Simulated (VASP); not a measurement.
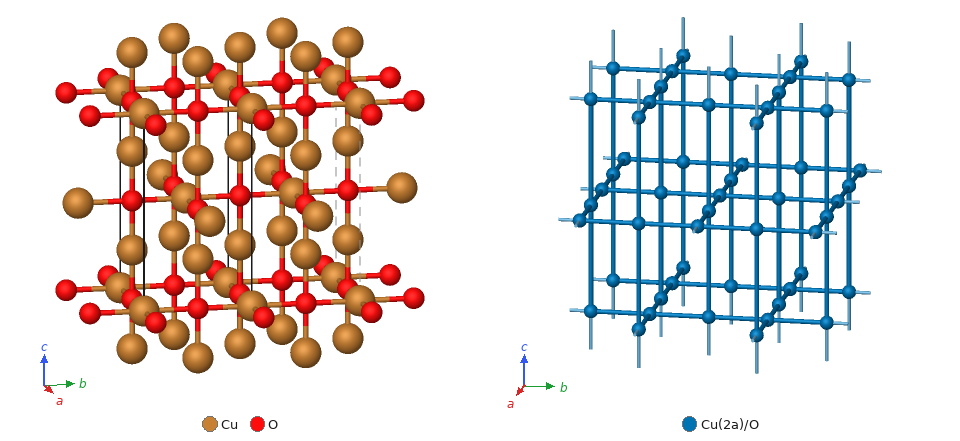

Left: the structure. Right: its underlying net. Nodes are coloured by topological kind. Short stubs are edges that leave the cut-out.

The compound is Cu₃O₂ (space group I4/mmm, No. 139), taken as the end point of a relaxation with VASP Kohn-Sham DFT of a periodic cell, r2SCAN, VASP PAW PBE potentials, recommended in VASP 6.6.1.

Bonds are taken as Cu–O below 2.2 Å; no other contact counts. Atoms with one bond or none are removed and atoms with two bonds are replaced by edges, until no such atom is left.

The result is a uninodal 4-connected, three-periodic net: Cu(2a) and O are 4-connected nodes. Cu(4d) becomes part of the edges. It is the nbo net, known from NbO. It is a single net, without interpenetration.

```
        node  links  point symbol  coordination sequence
Cu(2a) and O      4         6⁴·8²             4 12 28 50
```
